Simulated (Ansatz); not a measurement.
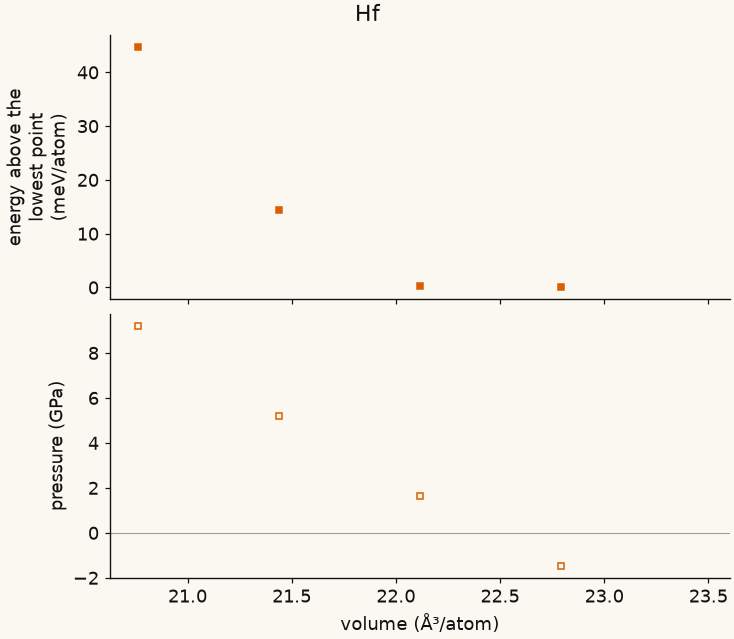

Plotted: energy above the lowest point and pressure against volume for Hf, space group Fm-3m (No. 225) (one of a set of cubic test structures, which need not be the stable phase).

Method: equation of state of a cubic crystal from periodic Kohn-Sham density functional theory without spin, third-order Birch-Murnaghan fit to the free energies; pressure corrected for the finite basis (Ansatz 0.2.0 development build). Level: r2SCAN.

structure type fcc; atoms in cell 1; space group number 225; lattice centring face-centred primitive; k mesh 13×13×13; occupation method Fermi–Dirac; occupation width 0.1 eV; wave cutoff 440 eV; datasets all-electron datasets; density tolerance 1e−09 eV; bands 18; density cutoff ratio 7; nucleus point; search for lower states default.

The point at volume 23.47 Å³/atom is left out of the plot. What does the calculation give there?

| volume (Å³/atom) | energy above the lowest point (meV/atom) | pressure (GPa) |
| --- | --- | --- |
| 23.47 | 12.2 | −4.2 |

Limits of the calculation: cubic model structure, not the ambient form.
